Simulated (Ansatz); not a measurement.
```xyz
9
Lattice="5.0387 0.0000 0.0000 -2.5193 4.3636 0.0000 0.0000 0.0000 5.5249" Properties=species:S:1:pos:R:3 pbc="T T T"
Si    2.5193    0.0000    0.0000
Si    1.2597    2.1818    3.6833
Si   -1.2597    2.1818    1.8416
O    -0.9488    3.4569    0.9208
O     0.0000    1.8135    2.7624
O     1.5706    0.9068    4.6041
O     3.4681    0.9068    0.9208
O     2.5193    2.5501    2.7624
O     0.9488    3.4569    4.6041
```

Space group P6₄22; a structure from a database of computed crystals, not necessarily the ambient phase.

These are results of Ansatz, Kohn-Sham DFT of a periodic cell, LDA, Ansatz PAW, not measurements.

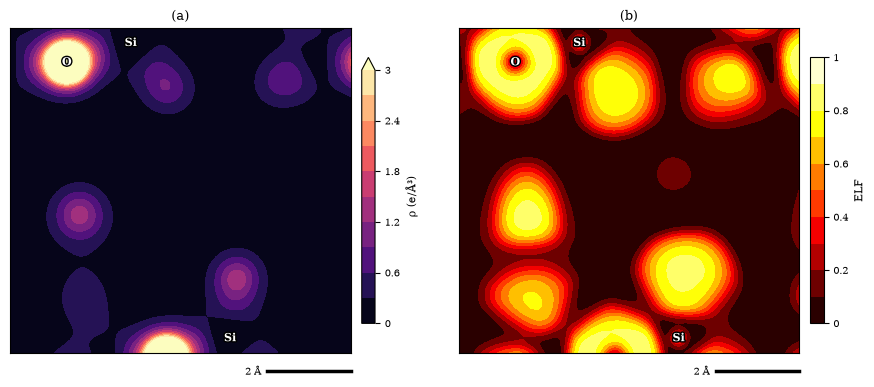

SiO2. (a) valence pseudo-density; (b) electron localisation function on the (111) plane of the conventional cell.

The density is the valence pseudo-density of a PAW calculation; it isn't the true density close to the nuclei.

Q: Read the bonding off the picture.

A: Atoms in the plane: Si and O.
Atoms just off the plane (Si, 0.4 Å away and O, 0.7 Å away) can leave unmarked features too.
Si–O (1.60 Å): ρ at the midpoint is about 1.3 e/Å³; the ELF peaks at about 0.85 between the atoms (a polar covalent bond).
Between the atoms the lowest density in this plane is 0.009 e/Å³.
The ELF also peaks beside O, away from the bonds: lone-pair regions.
